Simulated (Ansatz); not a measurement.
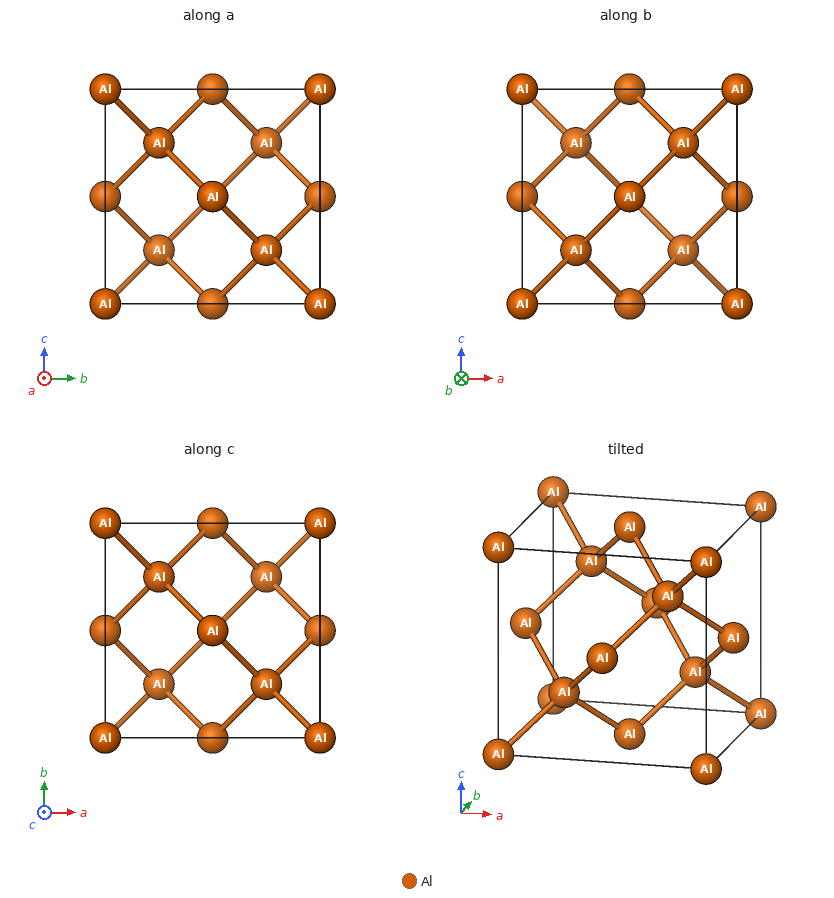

We look at a ball-and-stick model of the crystal along the a axis, along the b axis, along the c axis and slightly off an axis. Atoms at the boundary of the conventional unit cell (the box) are drawn once for each face, edge or corner they touch.

Lattice parameters: a = 6.184 Å, b = 6.184 Å, c = 6.184 Å, α = 90.00°, β = 90.00°, γ = 90.00°. Put a along x and b in the xy plane.

> Set out the cell and atoms as a POSCAR file.

```
Al
1.0
     6.184    0.000    0.000
     0.000    6.184    0.000
     0.000    0.000    6.184
Al
8
Direct
  0.7500 0.7500 0.2500
  0.0000 0.5000 0.5000
  0.7500 0.2500 0.7500
  0.0000 0.0000 0.0000
  0.2500 0.7500 0.7500
  0.5000 0.5000 0.0000
  0.2500 0.2500 0.2500
  0.5000 0.0000 0.5000
```

The initial geometry was a structure type filled with this element by a generator (whether the element takes this form wasn't checked). Earlier steps of the study may have refined or changed the cell and positions. It went into a calculation with Ansatz.
